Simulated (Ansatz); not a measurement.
**Single-point calculation, with input and output: TaN (part 1 of 3)**

System: TaN (P6₃/mmc, 4 atoms in the cell).
Method: DFT r2SCAN+U, scalar-relativistic, plane waves, PAW, Ueff = 4 eV on Ta atom 1 d; Ueff = 4 eV on Ta atom 2 d, spin-polarised (Ansatz 0.2.0).

The structure derives from an entry of the Crystallography Open Database. It belongs to a series of runs on one base structure; here: random orbitals: harmonics, high filling. Figures and captions count atoms from 1; the log counts them from 0 in places.

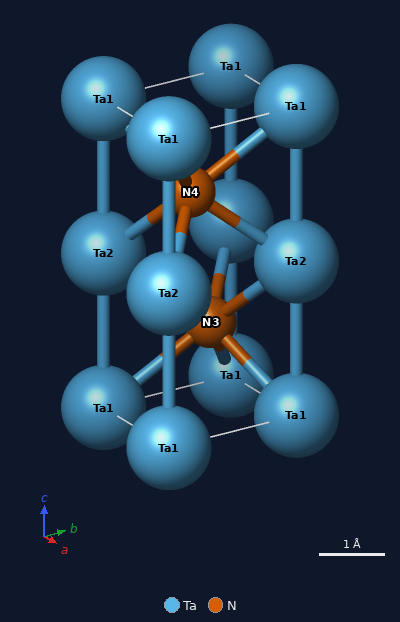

**Figure 1.** The structure as given in the input (ball-and-stick view of the cell of the calculation, seen slightly off an axis; atoms are numbered from 1 in the order of the input).

### Input file
```yaml
crystal:
  lattice:
    - [3.04800184, 0.0, 0.0]
    - [-1.52400092, 2.63964703, 0.0]
    - [0.0, 0.0, 4.91799978]
  atoms:
    - { symbol: Ta, position: [0.0, 0.0, 0.0], spin: 2.0 }
    - { symbol: Ta, position: [0.0, 0.0, 0.5], spin: -2.0 }
    - { symbol: "N", position: [0.3333333333, 0.6666666667, 0.25] }
    - { symbol: "N", position: [0.6666666667, 0.3333333333, 0.75] }
basis:
  ecutwfc: 500
  ecutrho_ratio: 4
kpoints:
  mp_grid: { grid: [7, 7, 4] }
hamiltonian:
  xc: r2scan
  hubbard:
    sites:
      - { site: 0, l: d, u_eff: 4.0, starting_ns: [{ spin: up, occupation_matrix: s0up }, { spin: down, occupation_matrix: s0down }] }
      - { site: 1, l: d, u_eff: 4.0, starting_ns: [{ spin: up, occupation_matrix: s1up }, { spin: down, occupation_matrix: s1down }] }
    occupation_matrices:
      s0up:
        matrix:
          - [0.02, 0.0, 0.0, 0.0, 0.0]
          - [0.0, 0.02, 0.0, 0.0, 0.0]
          - [0.0, 0.0, 0.02, 0.0, 0.0]
          - [0.0, 0.0, 0.0, 0.97, 0.0]
          - [0.0, 0.0, 0.0, 0.0, 0.97]
      s0down:
        matrix:
          - [0.02, 0.0, 0.0, 0.0, 0.0]
          - [0.0, 0.02, 0.0, 0.0, 0.0]
          - [0.0, 0.0, 0.02, 0.0, 0.0]
          - [0.0, 0.0, 0.0, 0.02, 0.0]
          - [0.0, 0.0, 0.0, 0.0, 0.02]
      s1up:
        matrix:
          - [0.02, 0.0, 0.0, 0.0, 0.0]
          - [0.0, 0.02, 0.0, 0.0, 0.0]
          - [0.0, 0.0, 0.02, 0.0, 0.0]
          - [0.0, 0.0, 0.0, 0.02, 0.0]
          - [0.0, 0.0, 0.0, 0.0, 0.02]
      s1down:
        matrix:
          - [0.97, 0.0, 0.0, 0.0, 0.0]
          - [0.0, 0.02, 0.0, 0.0, 0.0]
          - [0.0, 0.0, 0.02, 0.0, 0.0]
          - [0.0, 0.0, 0.0, 0.97, 0.0]
          - [0.0, 0.0, 0.0, 0.0, 0.02]
    ns_hold: { iters: 5 }
scf:
  occupations: { method: gaussian, width: 0.05 }
  lower_state_search: "off"
  max_iter: 150
output:
  forces: true
  stress: true
  eigenvalues: true
  populations: true
  hubbard: { sites: [{ site: 0, l: d }, { site: 1, l: d }] }
  write_density: true
  write_potential: true
  elf: true
  volumetric_format: npy
magnetization:
  spin_polarized: true
```

Command:
```bash
ansatz run input.yaml --threads 4 --pin off --max-ram 6144MiB --backend cpu --events-out ev --progress --plain --runs-dir out
```

### Log
```
Warning: crystal.symmetry: narrowed to the stabiliser of the occupation matrices — unitary ops 12 → 4, anti-unitary 12 → 0; lowered by the specified shells (site 0, l: d), (site 1, l: d); largest admitted image defect 4.4e-16, smallest excluded 7.1e-1 — at a splitting's scale: the group the occupation matrices' own texture admits
Ta: projections on atomic orbitals take those of the free atom [Kr 4d10 4f14] 5s2 5p6 5d3 6s2, of charge +0.00 (hamiltonian.pseudopotentials.projection_atoms); the dataset's partial waves leave at most 6.0e-5 of an orbital's norm unspanned inside its sphere
N: projections on atomic orbitals take those of the free atom [He] 2s2 2p3, of charge +0.00 (hamiltonian.pseudopotentials.projection_atoms); the dataset's partial waves leave at most 9.3e-9 of an orbital's norm unspanned inside its sphere
Engine: ansatz 0.2.0, aarch64-unknown-linux-gnu
Pseudopotentials: kind: paw
Pseudopotential: Ta, paw, valence charge 13, recommended cutoff 500 eV (meta_gga), Ta.paw.azcp
Pseudopotential: N, paw, valence charge 5, recommended cutoff 500 eV (meta_gga), N.paw.azcp
Functional definition: r2SCAN
  parameter k0 = 0.174
  parameter k1 = 0.065
  parameter a1 = 4.9479
  exchange = r2scan_x(k0 = k0, k1 = k1, a1 = a1)
  correlation = r2scan_c
Crystal: 4 atoms, lattice volume = 39.569 Å³
Basis set: ecut = 500 eV, 1001 PW (Γ), exchange–correlation on 96×96×144 points (64 copies of the dense FFT grid, shifted against one another)
Bands: 24, of which v1, the nominal top of the filled ones, is band 18 counted from 1 (17 counted from 0)
Symmetry: 4 space group operations
k-points: 60 of 196
Non-local potential: Ta, projectors of the file, l = 0: 3, l = 1: 2, l = 2: 2, l = 3: 1
Non-local potential: N, projectors of the file, l = 0: 2, l = 1: 2, l = 2: 1
PAW form: soft (Blöchl's): semilocal exchange-correlation on the pseudo side does not see the compensation charge
PAW frozen core: Ta, regenerated for the run's functional (the file was generated under x = pbe(κ = 0.804, μ = 0.2195149727645171), c = pbe(β = 0.06672455060314922))
PAW frozen core: N, regenerated for the run's functional (the file was generated under x = pbe(κ = 0.804, μ = 0.2195149727645171), c = pbe(β = 0.06672455060314922))
PAW one-centre angular grid: Ta, 590 points (default); XC on 160 Gauss nodes
PAW one-centre angular grid: N, 302 points (default); XC on 160 Gauss nodes
Initial density: superposition of atomic densities (chi_scale 0.1, normalization cell, long waves kept (reshape's long-wave potential 0.00 eV rms))
Starting moments: Σ|m| = 4 μB on 2 of 4 sites
Initial wavefunctions: pseudopotential atomic-orbital guess
Functional: x = r2scan, c = r2scan; τ floored in thin density (d = 2e-4 eV/Å³)
```
